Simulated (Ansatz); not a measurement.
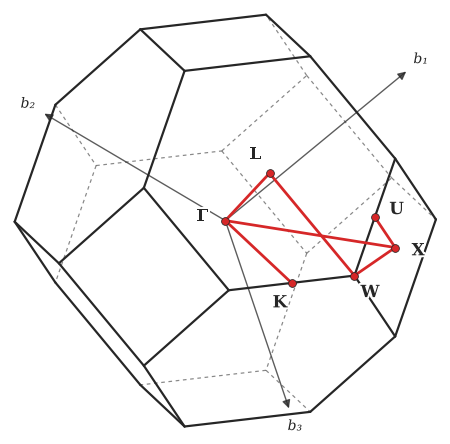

Crystal: Si, the input geometry of an electronic-structure calculation (not necessarily at equilibrium). The figure shows the first Brillouin zone with its special points and a band path. All values are computed from the atomic coordinates in the standard setting (tolerance 0.002 Å).

Labels and path follow the convention of Hinuma et al. (2017), as computed by seekpath; the arrows show the directions of the reciprocal primitive vectors b₁, b₂, b₃.

Question: Name the Bravais lattice of the crystal.

Answer: A face-centred cubic lattice (cF; extended symbol cF2). The zone is a truncated octahedron in its combinatorial type: 14 faces (6 with 4 edges, 8 with 6 edges), 36 edges, 24 vertices.

Question: In which order does the conventional band path visit the special points?

Answer: Γ–X–U | K–Γ–L–W–X
